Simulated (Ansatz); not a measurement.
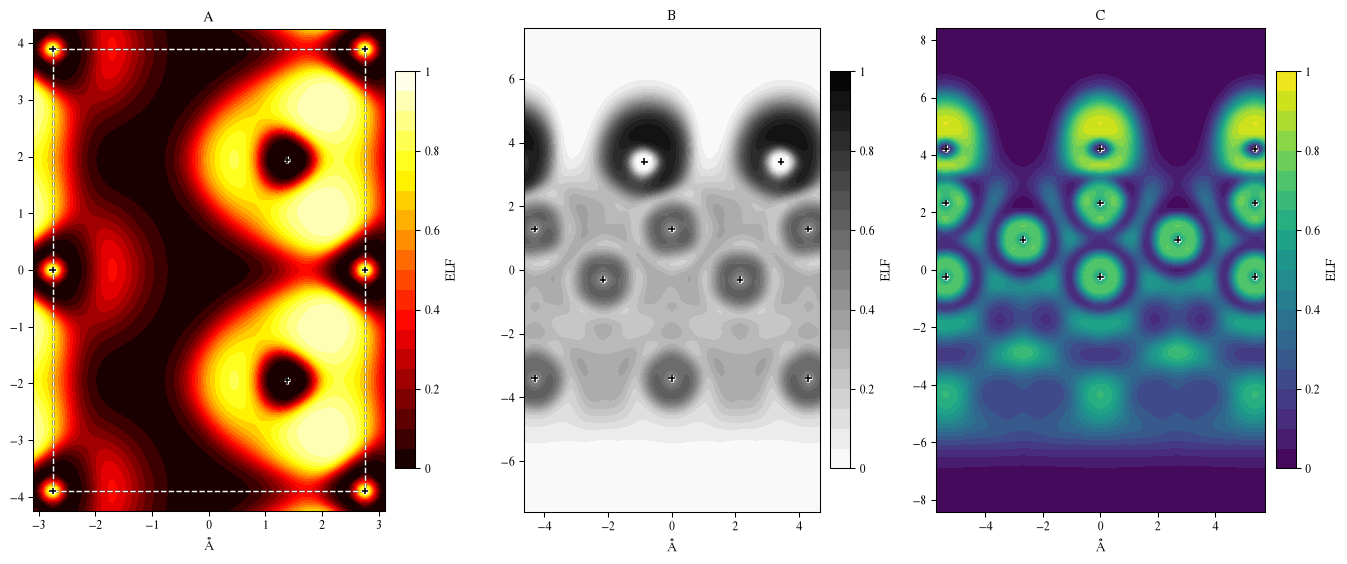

The electron localisation function of 3 systems, each on a plane through atoms (crosses mark nuclei in the plane).

These are results of Ansatz, DFT PBE, scalar-relativistic, plane waves, PAW, not measurements.

System 1: Ti$_{6}$C (slab), the (110) plane of the calculation cell, a cut from vacuum to vacuum. Not relaxed (largest force 0.4 eV/Å); computed without spin polarisation; PAW files of the earlier set (soft_1).

```cif
data_structure
_symmetry_space_group_name_H-M 'P 1'
_symmetry_Int_Tables_number 1
_cell_length_a 2.8320
_cell_length_b 4.5793
_cell_length_c 22.0507
_cell_angle_alpha 90.000
_cell_angle_beta 90.000
_cell_angle_gamma 90.000
_cell_volume 285.97
loop_
_atom_site_label
_atom_site_type_symbol
_atom_site_fract_x
_atom_site_fract_y
_atom_site_fract_z
_atom_site_occupancy
Ti1 Ti 0.50000 0.00000 0.18140 1
Ti2 Ti 0.00000 0.50000 0.24135 1
Ti3 Ti 0.50000 0.00000 0.30130 1
Ti4 Ti 0.50000 0.50000 0.36258 1
Ti5 Ti 0.00000 0.00000 0.42082 1
Ti6 Ti 0.50000 0.50000 0.47847 1
C1 C 0.50000 0.50000 0.56450 1
```

System 2: Ru$_{6}$S (slab), the (100) plane of the calculation cell, a cut from vacuum to vacuum. Not relaxed (largest force 1.8 eV/Å); computed without spin polarisation; PAW files of the earlier set (soft_1).

```
Ru S
1.0
     2.71980    0.00000    0.00000
     0.00000    4.29666    0.00000
     0.00000    0.00000   20.83834
Ru S
6 1
Cartesian
  0.0000 3.2225 3.9999
  1.3599 1.0742 4.7851
  1.3599 3.2225 6.3555
  0.0000 1.0742 7.1005
  0.0000 3.2225 8.6867
  1.3599 1.0742 9.3383
  0.0000 2.3632 10.8020
```

System 3: AlP, the (101) plane of the conventional cell. Space group F-43m; PAW files of the earlier set (soft_1).

> Which map belongs to which system?

Panel A is system 3, AlP: the plane holds Al and P. Al–P (2.38 Å): the ELF peaks at about 0.95 between the atoms: localised, covalent bonding. Panel B is system 2, Ru$_{6}$S: the plane holds Ru and S. Ru–S (2.28 Å): the ELF peaks at about 0.80 in the valence shell of S, 0.8 Å from its nucleus, and is about 0.40 at the midpoint. Panel C is system 1, Ti$_{6}$C: the plane holds Ti and C. Ti–C (1.90 Å): the ELF peaks at about 0.90 in the valence shell of C, 0.6 Å from its nucleus, and is about 0.45 at the midpoint.
